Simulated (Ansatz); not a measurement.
# Dielectric response of AlN (10-10) films, part 4 of 6

How well do thin wurtzite AlN (10-10) films screen a perpendicular field?

Ansatz 0.2.0; plane-wave DFT, PBE, Ansatz PAW (set soft_1); PAW set soft_1 (the session's first sound run).

So far. Step 13 (Single point, 16 atoms, units 4, field -0.05 V/Å): The dipole is -0.0402 e·Å, and the gap on the mesh 2.605 eV. Step 14 (Response with the atoms held, 16 atoms, units 4): The induced dipole is that of a conductor 9.39 Å thick.

**15. Relaxing the film, 24 atoms, units 6**

This step: plane-wave DFT, PBE, Ansatz PAW (set soft_1); PAW set soft_1 (Ansatz 0.2.0).

System of this step: AlN (10-10), 6 units. The cell holds 24 atoms: 12 Al and 12 N. Its edges and angles: a = 3.110 Å, b = 4.980 Å, c = 32.364 Å, α = 90.0°, β = 90.0°, γ = 90.0°. It derives from AlN (wurtzite AlN). Vacuum lies along c.

The next thickness, treated alike, so that differences show the interior and the faces cancel.

File input.yaml:

```yaml
crystal:
  lattice:
    - [3.11, 0.0, 0.0]
    - [0.0, 4.98, 0.0]
    - [0.0, 0.0, 32.3644746974]
  atoms:
    - { symbol: Al, position: [0.0, 0.0, 0.2780826843] }
    - { symbol: "N", position: [0.0, 0.382, 0.2780826843] }
    - { symbol: Al, position: [0.5, 0.5, 0.3058223488] }
    - { symbol: "N", position: [0.5, 0.882, 0.3058223488] }
    - { symbol: Al, position: [0.5, 0.0, 0.3613016777] }
    - { symbol: "N", position: [0.5, 0.382, 0.3613016777] }
    - { symbol: Al, position: [0.0, 0.5, 0.3890413422] }
    - { symbol: "N", position: [0.0, 0.882, 0.3890413422] }
    - { symbol: Al, position: [0.0, 0.0, 0.4445206711] }
    - { symbol: "N", position: [0.0, 0.382, 0.4445206711] }
    - { symbol: Al, position: [0.5, 0.5, 0.4722603355] }
    - { symbol: "N", position: [0.5, 0.882, 0.4722603355] }
    - { symbol: Al, position: [0.5, 0.0, 0.5277396645] }
    - { symbol: "N", position: [0.5, 0.382, 0.5277396645] }
    - { symbol: Al, position: [0.0, 0.5, 0.5554793289] }
    - { symbol: "N", position: [0.0, 0.882, 0.5554793289] }
    - { symbol: Al, position: [0.0, 0.0, 0.6109586578] }
    - { symbol: "N", position: [0.0, 0.382, 0.6109586578] }
    - { symbol: Al, position: [0.5, 0.5, 0.6386983223] }
    - { symbol: "N", position: [0.5, 0.882, 0.6386983223] }
    - { symbol: Al, position: [0.5, 0.0, 0.6941776512] }
    - { symbol: "N", position: [0.5, 0.382, 0.6941776512] }
    - { symbol: Al, position: [0.0, 0.5, 0.7219173157] }
    - { symbol: "N", position: [0.0, 0.882, 0.7219173157] }
kpoints:
  mp_grid: { grid: [8, 6, 1] }
hamiltonian:
  xc: pbe
  pseudopotentials: { kind: paw, azcp: { folder: soft_1 } }
scf:
  occupations: { method: fixed }
  convergence: { dr2_threshold: 1.0e-09 }
efield:
  axis: 3
  dipole_correction: true
  ramp_position: 0.97
  ramp_width: 0.06
relax:
  f_tol: 0.003
  max_steps: 100
output:
  write_potential: true
  write_density: true
  volumetric_format: npy
```

Started as:

```sh
$ ansatz run input.yaml --threads 4 --pin off --max-ram 8192MiB --backend cpu --events-out ev --progress --plain --runs-dir out
```

Numbers of over 12 decimals in the logs are rounded to 6 here.

Output:

```text
[...]
Crystal: 24 atoms, lattice volume = 501.255 Å³
Basis set: ecut = 420 eV, 9811 PW (Γ), exchange–correlation on 48×72×450 points (8 copies of the dense FFT grid, shifted against one another)
Bands: 72, of which v1, the nominal top of the filled ones, is band 48 counted from 1 (47 counted from 0)
Symmetry: 2 space group operations
[...]
- { symbol: Al, position: [0.0, -0.00347224, 0.612533] }
    - { symbol: N, position: [0.0, 0.380537, 0.611871] }
    - { symbol: Al, position: [0.5, 0.501366, 0.638953] }
    - { symbol: N, position: [0.5, 0.881656, 0.640311] }
    - { symbol: Al, position: [0.5, -0.00704705, 0.698789] }
    - { symbol: N, position: [0.5, 0.375576, 0.696183] }
    - { symbol: Al, position: [0.0, 0.525316, 0.716320] }
    - { symbol: N, position: [0.0, 0.878119, 0.723324] }
[key lines of the parts left out:]
SCF converged after 7 iterations
Free energy (F): -11086.863828 eV
Fermi energy:    0.897144 eV
Dipole field:    D = -0.000000 V/Å  (p = -0.000001 e·Å, saw-weighted, corrected)
Work function:   Φ+ = 5.6692 eV   Φ− = 5.6693 eV
```

Wall time 2.6 min (4 threads of Arm Neoverse V1, shared host); peak memory 1.2 GiB; 10 min of CPU time.

Step by step:

```csv
step,energy less that of the first step (eV),largest force component (eV/Å)
1,0.0000,1.8555
2,-0.6515,1.1497
3,-0.8965,0.8482
4,-0.9376,0.0840
5,-0.9363,0.1537
6,-0.9396,0.0096
7,-0.9397,0.0026
```

Relaxation step 5 was tried and not accepted.

Forces are held to the 2 operations that the run works with; a distortion that breaks them can't arise in this run.

The atoms that moved most (Å):

```csv
atom,dx,dy,dz,length
Al1,0.000,0.126,0.181,0.221
Al23,0.000,0.126,-0.181,0.221
Al21,0.000,-0.035,0.149,0.153
Al3,0.000,-0.035,-0.149,0.153
N22,0.000,-0.032,0.065,0.072
N4,0.000,-0.032,-0.065,0.072
Al17,0.000,-0.017,0.051,0.054
Al7,0.000,-0.017,-0.051,0.054
```

The relaxed structure:

```xyz
24
Lattice="3.1100 0.0000 0.0000 0.0000 4.9800 0.0000 0.0000 0.0000 32.3645" Properties=species:S:1:pos:R:3
Al    0.0000    0.1261    9.1812
N     0.0000    1.8830    8.9545
Al    1.5550    2.4549    9.7485
N     1.5550    4.3604    9.8329
Al    1.5550    0.0068   11.6851
N     1.5550    1.9006   11.6412
Al    0.0000    2.4727   12.5402
N     0.0000    4.3851   12.5616
Al    0.0000   -0.0048   14.3745
N     0.0000    1.8992   14.3616
Al    1.5550    2.4816   15.2723
N     1.5550    4.3885   15.2816
Al    1.5550   -0.0084   17.0922
N     1.5550    1.8985   17.0829
Al    0.0000    2.4852   17.9900
N     0.0000    4.3892   18.0029
Al    0.0000   -0.0173   19.8243
N     0.0000    1.8951   19.8029
Al    1.5550    2.4968   20.6794
N     1.5550    4.3906   20.7233
Al    1.5550   -0.0351   22.6159
N     1.5550    1.8704   22.5316
Al    0.0000    2.6161   23.1833
N     0.0000    4.3730   23.4100
```

Running mean over 2.693 Å of the planar mean; the ramp of the sawtooth is left out. Electron's electrostatic potential energy less the highest filled level against z:

```csv
z (Å),electron's electrostatic potential energy less the highest filled level (eV)
4,5.67
6,5.63
8,1.51
10,-3.67
12,-3.50
14,-3.48
16,-3.47
18,-3.49
20,-3.53
22,-3.66
24,-0.174
26,5.58
28,5.67
```

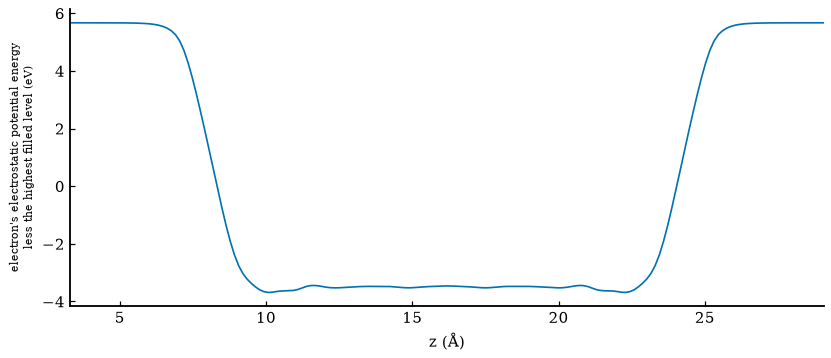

Electron's electrostatic potential energy less the highest filled level against z.

The relaxation took 7 steps and lowered the energy by 0.94 eV; the largest force on the free atoms ends at 0.0026 eV/Å.

The gap is 2.75 eV, with the valence edge 5.67 eV and the conduction edge 2.92 eV under the upper vacuum level.

**16. The series together**

Times are for 4 threads of Arm Neoverse V1, shared host. Results by setting:

```csv
no.,units,gap by band count (eV),"ionisation energy, upper face (eV)","electron affinity, upper face (eV)",time,memory (GiB)
1,3,2.564,5.677,3.114,48 s,0.74
2,4,2.658,5.676,3.019,72 s,0.89
3,6,2.747,5.669,2.922,2.6 min,1.2
```

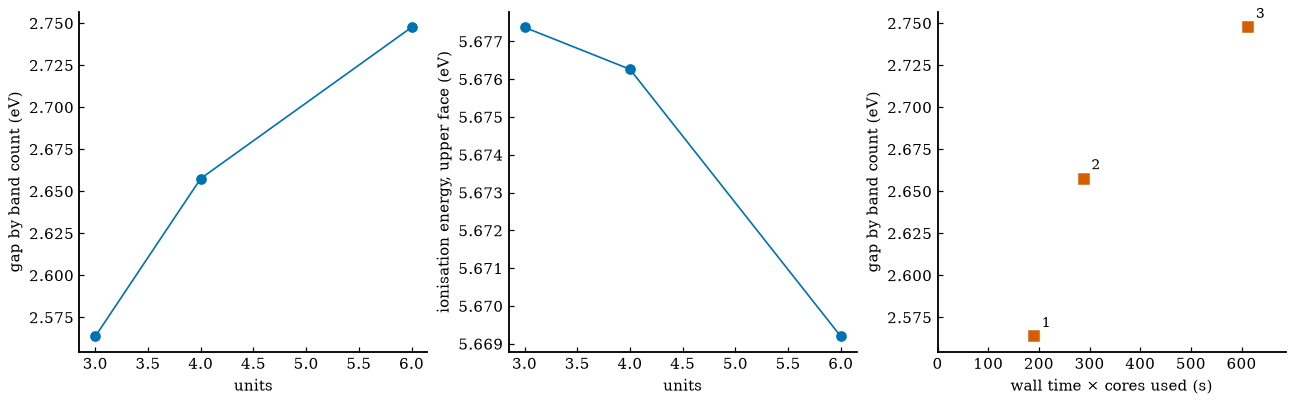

The series as plots; the last panel sets the first result against cost, with the runs numbered as in the table.

The valence density, planar mean (3) oscillates, so the rows of the table below give means over windows of 1 Å about each position, cut where the curve ends. Its maxima inside the range that stand out by 2 % of the span (Å: e/Å³): 9.6: 0.540, 12.3: 0.519, 14.7: 0.540. Its minima: 10.8: 0.191, 13.5: 0.191.

The runs together. Valence density, planar mean against z; means over each step:

```csv
z (Å),3 (e/Å³),4 (e/Å³),6 (e/Å³)
5,2.1e-5,2.3e-5,2.5e-5
6,3.1e-4,3.3e-4,3.6e-4
7,0.00487,0.00516,0.00565
8,0.0815,0.0860,0.0927
9,0.453,0.456,0.465
10,0.434,0.429,0.420
11,0.258,0.261,0.266
12,0.501,0.500,0.501
13,0.332,0.330,0.322
14,0.341,0.336,0.343
15,0.513,0.498,0.495
16,0.168,0.258,0.256
17,0.0108,0.436,0.426
18,6.8e-4,0.449,0.447
19,4.5e-5,0.0816,0.246
20,3.0e-6,0.00486,0.486
21,0,3.1e-4,0.367
22,0,2.2e-5,0.303
23,0,1.5e-6,0.520
24,0,0,0.291
```

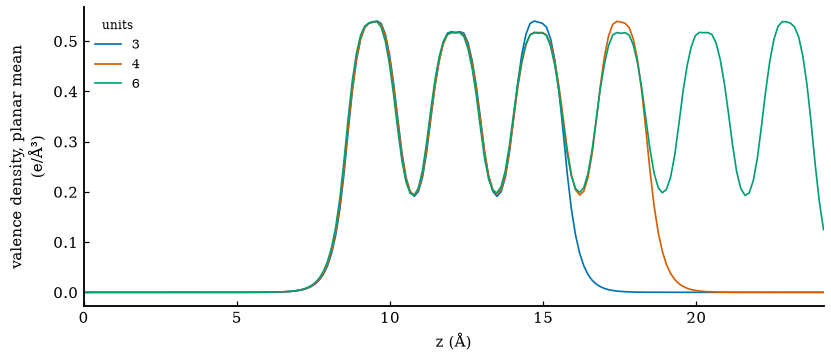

Valence density, planar mean, plotted against z.

**17. The relaxed film, single point, 24 atoms, units 6**

The next thickness, treated alike, so that differences show the interior and the faces cancel.

File input.yaml:

```yaml
crystal:
  lattice:
    - [3.11, 0.0, 0.0]
    - [0.0, 4.98, 0.0]
    - [0.0, 0.0, 32.3644746974]
  atoms:
    - { symbol: Al, position: [0.0, 0.0253162828, 0.2836800275] }
    - { symbol: "N", position: [0.0, 0.3781185857, 0.2766759104] }
    - { symbol: Al, position: [0.5, 0.4929530041, 0.3012106991] }
    - { symbol: "N", position: [0.5, 0.8755765268, 0.3038172993] }
    - { symbol: Al, position: [0.5, 0.001366475, 0.3610469637] }
    - { symbol: "N", position: [0.5, 0.3816563106, 0.3596891959] }
    - { symbol: Al, position: [0.0, 0.4965277935, 0.3874669629] }
    - { symbol: "N", position: [0.0, 0.8805374703, 0.388129318] }
    - { symbol: Al, position: [0.0, -0.0009557415, 0.4441438883] }
    - { symbol: "N", position: [0.0, 0.3813729029, 0.4437465114] }
    - { symbol: Al, position: [0.5, 0.4983085574, 0.4718834623] }
    - { symbol: "N", position: [0.5, 0.8812220364, 0.4721718997] }
    - { symbol: Al, position: [0.5, -0.0016914505, 0.528116539] }
    - { symbol: "N", position: [0.5, 0.3812220282, 0.5278281012] }
    - { symbol: Al, position: [0.0, 0.4990442427, 0.5558561129] }
    - { symbol: "N", position: [0.0, 0.8813728871, 0.556253489] }
    - { symbol: Al, position: [0.0, -0.0034722356, 0.6125330378] }
    - { symbol: "N", position: [0.0, 0.3805374402, 0.6118706821] }
    - { symbol: Al, position: [0.5, 0.5013664425, 0.6389530362] }
    - { symbol: "N", position: [0.5, 0.8816562755, 0.6403108038] }
    - { symbol: Al, position: [0.5, -0.0070470541, 0.6987892991] }
    - { symbol: "N", position: [0.5, 0.37557647, 0.6961827006] }
    - { symbol: Al, position: [0.0, 0.5253162237, 0.7163199724] }
    - { symbol: "N", position: [0.0, 0.8781185261, 0.7233240874] }
kpoints:
  mp_grid: { grid: [8, 6, 1] }
hamiltonian:
  xc: pbe
  pseudopotentials: { kind: paw, azcp: { folder: soft_1 } }
scf:
  occupations: { method: fixed }
  convergence: { dr2_threshold: 1.0e-09 }
efield:
  axis: 3
  dipole_correction: true
  ramp_position: 0.97
  ramp_width: 0.06
output:
  eigenvalues: true
  dos: { projected: true, e_range: [-7, 7] }
  write_potential: true
  write_density: true
  volumetric_format: npy
checkpoint:
  write: end6.run
  compress: false
  write_wavefunctions: false
```

Output:

```text
[...]
Crystal: 24 atoms, lattice volume = 501.255 Å³
Basis set: ecut = 420 eV, 9811 PW (Γ)
Bands: 72, of which v1, the nominal top of the filled ones, is band 48 counted from 1 (47 counted from 0)
Symmetry: 2 space group operations
k-points: 20 of 48 (time reversal used)
[...]
k-point 0: bands = [... 44 lower, 0.6221, 0.6265, 0.7559, 0.7766, 3.6450, 3.7327, 5.2966, 6.0938, ... 20 higher]
  k-point 1: bands = [... 44 lower, 0.5806, 0.5867, 0.6963, 0.7273, 3.9104, 3.9493, 5.6143, 5.9525, ... 20 higher]
  k-point 2: bands = [... 44 lower, 0.4930, 0.5003, 0.6877, 0.7133, 4.2164, 4.2238, 5.6455, 5.9195, ... 20 higher]
  k-point 19: bands = [... 44 lower, -0.2203, -0.2203, 0.8952, 0.8952, 4.8940, 4.8940, 6.0344, 6.0344, ... 20 higher]
[key lines of the parts left out:]
SCF converged after 13 iterations
Free energy (F): -11086.864186 eV
Fermi energy:    0.897200 eV
Dipole field:    D = 0.000001 V/Å  (p = 0.000003 e·Å, saw-weighted, corrected)
Work function:   Φ+ = 5.6690 eV   Φ− = 5.6691 eV
```

Wall time 44 s (4 threads); peak memory 1.4 GiB.

Running mean over 2.693 Å of the planar mean; the ramp of the sawtooth is left out. Electron's electrostatic potential energy less the highest filled level against z:

```csv
z (Å),electron's electrostatic potential energy less the highest filled level (eV)
4,5.67
6,5.63
8,1.51
10,-3.67
12,-3.50
14,-3.48
16,-3.47
18,-3.49
20,-3.53
22,-3.66
24,-0.174
26,5.58
28,5.67
```

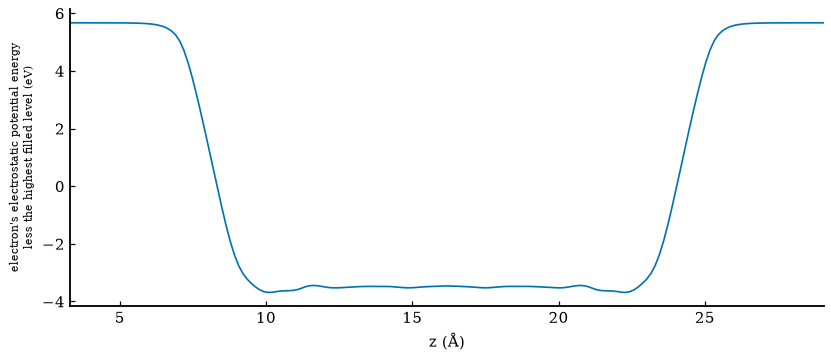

Electron's electrostatic potential energy less the highest filled level against z.

The gap is 2.75 eV, with the valence edge 5.67 eV and the conduction edge 2.92 eV under the upper vacuum level.

**18. Atoms held, 24 atoms, units 6, field 0.05 V/Å**

input.yaml, as its differences from that of step 17:

```diff
@@ -37,3 +37,3 @@
   occupations: { method: fixed }
-  convergence: { dr2_threshold: 1.0e-09 }
+  convergence: { dr2_threshold: 1.0e-10 }
 efield:
@@ -43,5 +43,4 @@
   ramp_width: 0.06
+  amplitude: 0.05
 output:
-  eigenvalues: true
-  dos: { projected: true, e_range: [-7, 7] }
   write_potential: true
@@ -49,5 +48 @@
   volumetric_format: npy
-checkpoint:
-  write: end6.run
-  compress: false
-  write_wavefunctions: false
```

Output:

```text
[...]
Crystal: 24 atoms, lattice volume = 501.255 Å³
Basis set: ecut = 420 eV, 9811 PW (Γ)
Bands: 72, of which v1, the nominal top of the filled ones, is band 48 counted from 1 (47 counted from 0)
Symmetry: 2 space group operations
k-points: 20 of 48 (time reversal used)
[...]
k-point 0: bands = [... 44 lower, 0.5562, 0.6933, 0.6971, 0.8361, 3.5951, 3.7817, 5.2942, 6.0540, ... 20 higher]
  k-point 1: bands = [... 44 lower, 0.5154, 0.6403, 0.6528, 0.7837, 3.8406, 4.0183, 5.6111, 5.9441, ... 20 higher]
  k-point 2: bands = [... 44 lower, 0.4273, 0.5666, 0.6300, 0.7712, 4.1274, 4.3123, 5.6403, 5.9206, ... 20 higher]
  k-point 19: bands = [... 44 lower, -0.2855, -0.1537, 0.8207, 0.9695, 4.8215, 4.9658, 6.0204, 6.0435, ... 20 higher]
[key lines of the parts left out:]
SCF converged after 14 iterations
Free energy (F): -11086.865643 eV
Fermi energy:    0.971459 eV
Dipole field:    D = 0.021037 V/Å  (p = 0.058273 e·Å, saw-weighted, corrected)
```

Wall time 44 s (4 threads); peak memory 1.4 GiB; 2.8 min of CPU time.

The dipole is 0.0583 e·Å, and the gap on the mesh 2.624 eV.

**19. Atoms held, 24 atoms, units 6, field -0.05 V/Å**

input.yaml, as its differences from that of step 18:

```diff
@@ -43,3 +43,3 @@
   ramp_width: 0.06
-  amplitude: 0.05
+  amplitude: -0.05
 output:
```

Output:

```text
[...]
Crystal: 24 atoms, lattice volume = 501.255 Å³
Basis set: ecut = 420 eV, 9811 PW (Γ)
Bands: 72, of which v1, the nominal top of the filled ones, is band 48 counted from 1 (47 counted from 0)
Symmetry: 2 space group operations
k-points: 20 of 48 (time reversal used)
[...]
k-point 0: bands = [... 44 lower, 0.5562, 0.6933, 0.6971, 0.8361, 3.5951, 3.7817, 5.2942, 6.0540, ... 20 higher]
  k-point 1: bands = [... 44 lower, 0.5154, 0.6403, 0.6528, 0.7837, 3.8406, 4.0183, 5.6111, 5.9441, ... 20 higher]
  k-point 2: bands = [... 44 lower, 0.4273, 0.5666, 0.6300, 0.7712, 4.1274, 4.3123, 5.6403, 5.9206, ... 20 higher]
  k-point 19: bands = [... 44 lower, -0.2855, -0.1537, 0.8207, 0.9695, 4.8215, 4.9658, 6.0204, 6.0435, ... 20 higher]
[key lines of the parts left out:]
SCF converged after 14 iterations
Free energy (F): -11086.865643 eV
Fermi energy:    0.971459 eV
Dipole field:    D = -0.021036 V/Å  (p = -0.058273 e·Å, saw-weighted, corrected)
```

Wall time 42 s (4 threads); peak memory 1.4 GiB.

The dipole is -0.0583 e·Å, and the gap on the mesh 2.624 eV.

**20. Response with the atoms held, 24 atoms, units 6**

This step: plane-wave DFT, PBE, Ansatz PAW (set soft_1); response to a field along the normal, atoms held; PAW set soft_1 (Ansatz 0.2.0).

Local field over the applied field, running mean. From the potentials at -0.05 and 0.05 V/Å; running mean over 2.693 Å, taken twice. Table of local field over applied field by z:

```csv
z (Å),local field over applied field
6,0.923
8,0.507
10,0.199
12,0.208
14,0.220
16,0.222
18,0.221
20,0.212
22,0.191
24,0.417
26,0.876
28,0.996
```

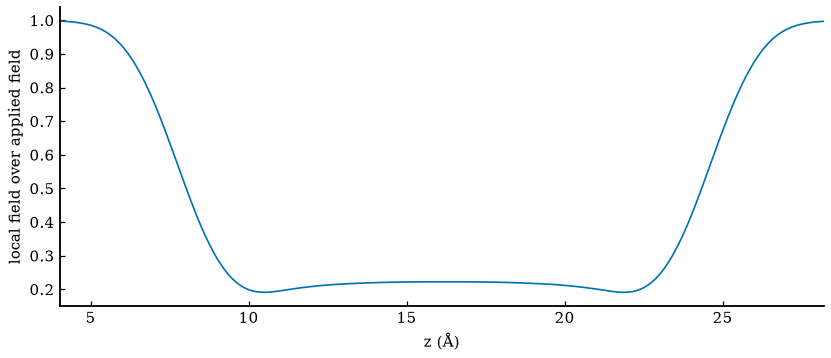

Local field over applied field against z.

The induced dipole is that of a conductor 13.62 Å thick.

**21. Field on, atoms free, 24 atoms, units 6, field 0.05 V/Å**

This step: plane-wave DFT, PBE, Ansatz PAW (set soft_1); PAW set soft_1 (Ansatz 0.2.0).

The same pair of relaxations in the field for this thickness.

input.yaml, as its differences from that of step 19:

```diff
@@ -43,3 +43,6 @@
   ramp_width: 0.06
-  amplitude: -0.05
+  amplitude: 0.05
+relax:
+  f_tol: 0.0006
+  max_steps: 70
 output:
```

Output:

```text
[...]
Crystal: 24 atoms, lattice volume = 501.255 Å³
Basis set: ecut = 420 eV, 9811 PW (Γ), exchange–correlation on 48×72×450 points (8 copies of the dense FFT grid, shifted against one another)
Bands: 72, of which v1, the nominal top of the filled ones, is band 48 counted from 1 (47 counted from 0)
Symmetry: 2 space group operations
k-points: 20 of 48 (time reversal used)
[...]
- { symbol: Al, position: [0.0, -0.00356287, 0.612532] }
    - { symbol: N, position: [0.0, 0.380447, 0.611863] }
    - { symbol: Al, position: [0.5, 0.501236, 0.638982] }
    - { symbol: N, position: [0.5, 0.881514, 0.640261] }
    - { symbol: Al, position: [0.5, -0.00735829, 0.698765] }
    - { symbol: N, position: [0.5, 0.375267, 0.696179] }
    - { symbol: Al, position: [0.0, 0.524880, 0.716363] }
    - { symbol: N, position: [0.0, 0.877732, 0.723247] }
[key lines of the parts left out:]
SCF converged after 7 iterations
Free energy (F): -11086.865486 eV
Fermi energy:    0.936520 eV
Dipole field:    D = 0.023911 V/Å  (p = 0.066237 e·Å, saw-weighted, corrected)
```

Wall time 88 s (4 threads); peak memory 1.2 GiB.

No atom moved by 0.005 Å in the relaxation.

The relaxation took 4 steps and lowered the energy by 2.0e-4 eV; the largest force on the free atoms ends at 5.4e-4 eV/Å.

The dipole is 0.0662 e·Å, and the gap on the mesh 2.692 eV.

**22. Field on, atoms free, 24 atoms, units 6, field -0.05 V/Å**

The opposite sign, again from the field-free geometry; the difference of the two cancels what relaxes without a field.

input.yaml, as its differences from that of step 21:

```diff
@@ -43,3 +43,3 @@
   ramp_width: 0.06
-  amplitude: 0.05
+  amplitude: -0.05
 relax:
```

Output:

```text
[...]
Crystal: 24 atoms, lattice volume = 501.255 Å³
Basis set: ecut = 420 eV, 9811 PW (Γ), exchange–correlation on 48×72×450 points (8 copies of the dense FFT grid, shifted against one another)
Bands: 72, of which v1, the nominal top of the filled ones, is band 48 counted from 1 (47 counted from 0)
Symmetry: 2 space group operations
k-points: 20 of 48 (time reversal used)
[...]
- { symbol: Al, position: [0.0, -0.00333406, 0.612514] }
    - { symbol: N, position: [0.0, 0.380674, 0.611876] }
    - { symbol: Al, position: [0.5, 0.501535, 0.638918] }
    - { symbol: N, position: [0.5, 0.881824, 0.640326] }
    - { symbol: Al, position: [0.5, -0.00681486, 0.698777] }
    - { symbol: N, position: [0.5, 0.375781, 0.696173] }
    - { symbol: Al, position: [0.0, 0.525642, 0.716256] }
    - { symbol: N, position: [0.0, 0.878392, 0.723362] }
[key lines of the parts left out:]
SCF converged after 7 iterations
Free energy (F): -11086.865486 eV
Fermi energy:    0.936520 eV
Dipole field:    D = -0.023911 V/Å  (p = -0.066237 e·Å, saw-weighted, corrected)
```

Elapsed: 90 s, on 4 threads; peak memory 1.2 GiB.

Hardly anything moved in the relaxation; the energy changed by under 0.2 meV an atom.

The relaxation took 4 steps and lowered the energy by 2.0e-4 eV; the largest force on the free atoms ends at 5.4e-4 eV/Å.

The dipole is -0.0662 e·Å, and the gap on the mesh 2.692 eV.

(Part 4 of 6 ends here.)

[Logs are printed without paths, hosts, clocks, repeated set-up lines and the standing remarks that a program may print on its own settings, such as how far it seeks lower states.]

[Hosts, paths, dates, database ids (printed as entryN), source tags and the programs' standing remarks are cut or masked in the printed files.]

[Maps of the electrostatic potential energy from Ansatz leave out the sawtooth potential of an applied field or a dipole correction, so their vacuum need not be flat; planar profiles and work functions include it.]
